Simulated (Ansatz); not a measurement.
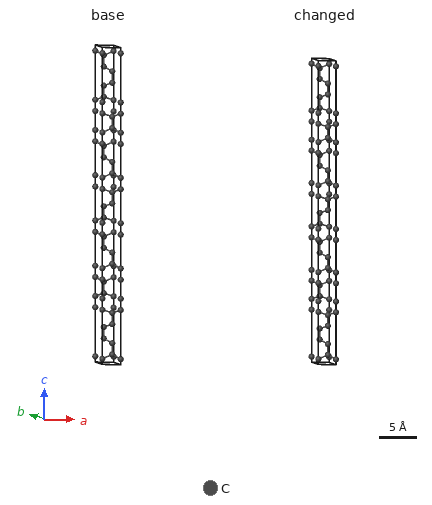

Left: a crystal of C (set up in R-3m). Right: the same structure after one change, at the same scale. The picture is a ball-and-stick view of the conventional cell (3 times the calculation's cell), seen slightly off an axis. Lengths and directions refer to the drawn axes.

Level of theory: DFT PBE, scalar-relativistic, plane waves, PAW in Ansatz. (plane-wave cutoff 420 eV; k-point mesh 12 × 12 × 12; occupations gaussian; smearing width 0.02 eV; no spin polarisation)

Q: What distinguishes the right structure from the left one?

A: The volume is changed by −12.0 %. The atoms are relaxed in that cell.

Q: What does the change do?

A: It costs 135 meV per atom. The pressure goes from 0.0 to 70.0 GPa. The volume changes by −12.0 %, with a = b 2.521 → 2.416 Å (−4.2 %), c 43.473 → 41.668 Å (−4.2 %). The atoms keep their places relative to the cell (all moves are under 0.005 Å). Among the bonded contacts that change: C–C 1.570 → 1.502 Å, C–C 1.545 → 1.480 Å. The space group stays R-3m (No. 166).
